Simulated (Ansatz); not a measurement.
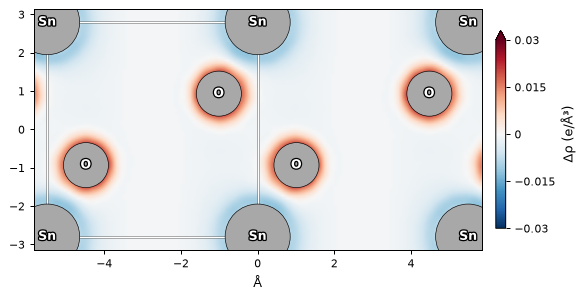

SnO2. Difference of the valence pseudo-densities of two functionals at the same geometry, on the (110) plane of the calculation cell: one of LDA and PBE less the other.

Space group P-3m1; a structure generated by program, which may or may not match a known phase.

Both computed with Ansatz (plane waves, PAW), on the same k-point mesh. Grey discs cover the atomic cores.

```cif
data_structure
_symmetry_space_group_name_H-M 'P 1'
_symmetry_Int_Tables_number 1
_cell_length_a 3.2278
_cell_length_b 3.2278
_cell_length_c 5.4899
_cell_angle_alpha 90.000
_cell_angle_beta 90.000
_cell_angle_gamma 120.000
_cell_volume 49.53
loop_
_atom_site_label
_atom_site_type_symbol
_atom_site_fract_x
_atom_site_fract_y
_atom_site_fract_z
_atom_site_occupancy
Sn1 Sn 0.00000 0.00000 0.00000 1
O1 O 0.33333 0.66667 0.18429 1
O2 O 0.66667 0.33333 0.81571 1
```

Which was subtracted from which, and what does the map show?

Answer. It is PBE less LDA. Against LDA, PBE gives less density around Sn (−0.009 e/Å³ on average at 1.0 Å from the nucleus), more density around O (+0.009 e/Å³ on average at 0.7 Å from the nucleus) and a change of −0.008 e/Å³ at the midpoint of Sn–O.
